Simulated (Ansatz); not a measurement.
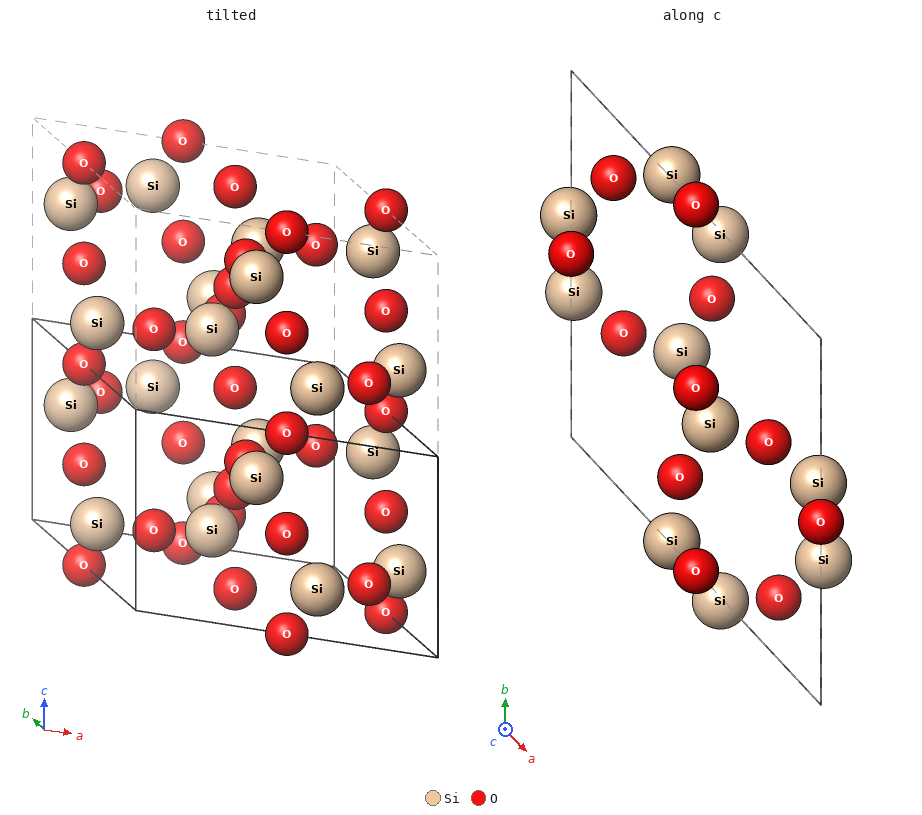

Spheres-only representation of a periodic structure, projected slightly off an axis and along the c axis. Solid lines give the simulation cell, repeated here 1×1×2 times.

Input used:
```yaml
crystal:
  lattice:
    - [3.2005879154, -8.1284566593, 0.0]
    - [3.2005879154, 8.1284566593, 0.0]
    - [0.0, 0.0, 5.2514179063]
  atoms:
    - { symbol: Si, position: [0.0102808395, 0.4026121463, 0.25] }
    - { symbol: Si, position: [0.4026121463, 0.0102808395, 0.75] }
    - { symbol: Si, position: [0.5973878537, 0.9897191605, 0.25] }
    - { symbol: Si, position: [0.9897191605, 0.5973878537, 0.75] }
    - { symbol: Si, position: [0.4430221731, 0.5569778269, 0.25] }
    - { symbol: Si, position: [0.5569778269, 0.4430221731, 0.75] }
    - { symbol: O, position: [0.0, 0.5, 0.5] }
    - { symbol: O, position: [0.5, 0.0, 0.5] }
    - { symbol: O, position: [0.5, 0.0, 0.0] }
    - { symbol: O, position: [0.0, 0.5, 0.0] }
    - { symbol: O, position: [0.2099831976, 0.4362740928, 0.25] }
    - { symbol: O, position: [0.4362740928, 0.2099831976, 0.75] }
    - { symbol: O, position: [0.5637259072, 0.7900168024, 0.25] }
    - { symbol: O, position: [0.7900168024, 0.5637259072, 0.75] }
    - { symbol: O, position: [0.8307346196, 0.1692653804, 0.25] }
    - { symbol: O, position: [0.1692653804, 0.8307346196, 0.75] }
    - { symbol: O, position: [0.5, 0.5, 0.0] }
    - { symbol: O, position: [0.5, 0.5, 0.5] }
basis:
  ecutwfc: 420
kpoints:
  mp_grid: { grid: [4, 4, 4] }
hamiltonian:
  xc: pbesol
scf:
  occupations: { method: gaussian, width: 0.05 }
output:
  forces: true
  stress: true
  eigenvalues: true
```
Run as:
```sh
ansatz run input.yaml --threads 4 --pin off --max-ram 9216MiB --backend cpu --events-out ev --progress --plain --runs-dir out
```

Computational set-up: Ansatz 0.2.0, DFT PBEsol, scalar-relativistic, plane waves, PAW, a basis cut at 420 eV, Brillouin-zone sampling on a 4×4×4 mesh, Gaussian smearing of 0.05 eV, no spin polarisation.

### Is it conducting or gapped at this level?

An insulator at this level, with a gap of 5.28 eV on the k-mesh (the true edges may lie between mesh points, so the gap can be somewhat smaller).

### What pressure does the calculation give for this cell?

The computed pressure is 35.8 GPa (compressed: it would expand). The stress isn't hydrostatic: its largest component is 79.0 GPa.

The structure comes from a structure listed in the Materials Project. The cell was then strained or its atoms displaced on purpose. It was run through Ansatz as a DFT input.

At this level of theory the run's own cell isn't at rest (compressed, at 36 GPa and forces up to 12.8 eV/Å), so its distances can differ from those at equilibrium, the more so the softer the solid.
